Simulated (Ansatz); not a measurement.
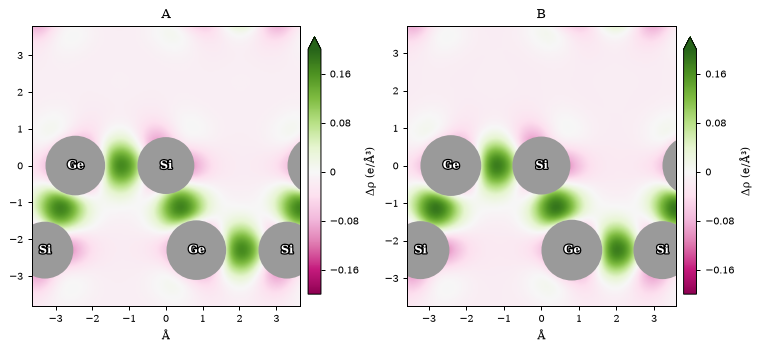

SiGe: deformation density on the (110) plane of the conventional cell at two volumes, with the same fractional coordinates and one colour scale. Grey discs cover the cores. Panel A has 106 % of the volume of panel B.

Space group P6_3mc. The cell comes from a database of computed structures, not from a measurement.

Level of theory: DFT r2SCAN, scalar-relativistic, plane waves, PAW (Ansatz 0.2.0).

Q: How do bonds, bonding charge and pressure respond to this change of volume?

A: From B to A, Ge–Si goes from 2.40 to 2.44 Å, and Δρ at its midpoint from +0.18 to +0.17 e/Å³.
- The pressure is 0.0 GPa in B and −4.3 GPa in A.
- Bader charges in B: Si +0.35 and Ge −0.35 e; in A: Si +0.26 and Ge −0.26 e.
- The rearranged charge is 0.29 e an atom in B and 0.29 e in A.

Run times: 45 s (base cell) and 52 s (scaled cell), on 2 threads of Intel(R) Xeon(R) Platinum 8259CL CPU @ 2.50GHz (Skylake/Cascade Lake), on a shared host.
